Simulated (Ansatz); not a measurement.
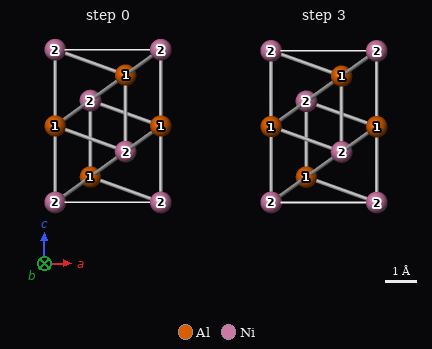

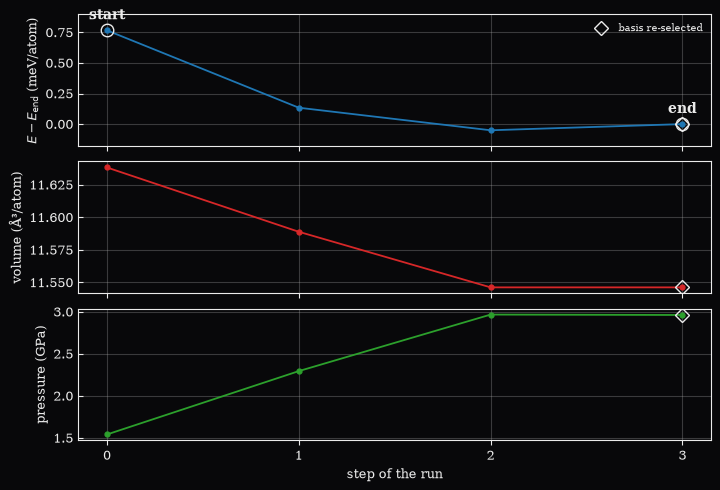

First and last geometry of a relaxation of a crystal of AlNi (set up in R-3m), with the history of the run. A ball-and-stick model of the conventional cell (3 times the calculation's cell), seen along the b axis. Lengths and directions refer to the drawn axes.

Case: film's bulk on the substrate's plane, third vector and atoms relaxed.

Theory: DFT r2SCAN, scalar-relativistic, plane waves, PAW in Ansatz.

Input
```yaml
crystal:
  lattice:
    - [4.0065530061, 0.0, 0.0]
    - [-2.0032765031, 3.4697766849, 0.0]
    - [-2.0032765031, 1.1565922283, 1.6743406332]
  atoms:
    - { symbol: Al, position: [0.5, 0.5, 0.5] }
    - { symbol: Ni, position: [0.0, 0.0, 0.0] }
basis:
  ecutwfc: 500
kpoints:
  mp_grid: { grid: [9, 9, 20] }
hamiltonian:
  xc: r2scan
scf:
  occupations: { method: gaussian, width: 0.1 }
output:
  forces: true
  stress: true
  eigenvalues: true
relax:
  adjacent_minimum: "off"
  f_tol: 0.01
  max_steps: 50
  cell: { fix: [a, b, gamma], stress_tol: 0.1 }
```

Run as
```bash
ansatz run input.yaml --threads 8 --pin off --max-ram 20480MiB --backend cpu --events-out ev --progress --plain --runs-dir out
```

### Did the run converge, and what did it change?

It converged. No atom moves by more than 0.005 Å relative to the cell. Cell: a = b unchanged at 4.007 Å, c 5.023 → 4.983 Å (−0.8 %). Volume −0.8 %. Some distances before and after: Al1–Ni2 2.512 → 2.492 Å. The space group stays R-3m (No. 166). After 2 accepted moves (3 points after the start) the energy has fallen by 0.8 meV per atom. All forces vanish by symmetry, so only the cell relaxes. Pressure: 1.54 GPa at the start and 2.96 GPa at the end. The SCF was repeated once at an unchanged geometry on a basis and grid sized afresh for the cell, which shifted the energy by 0.1 meV per atom at most.

```
step  E − E(0), meV/atom  pressure, GPa  volume, Å³/atom                      note
   0                0.00           1.54           11.638                          
   1               -0.63           2.29           11.589                          
   2               -0.82           2.97           11.546                          
   3               -0.77           2.96           11.546  same geometry, new basis
```
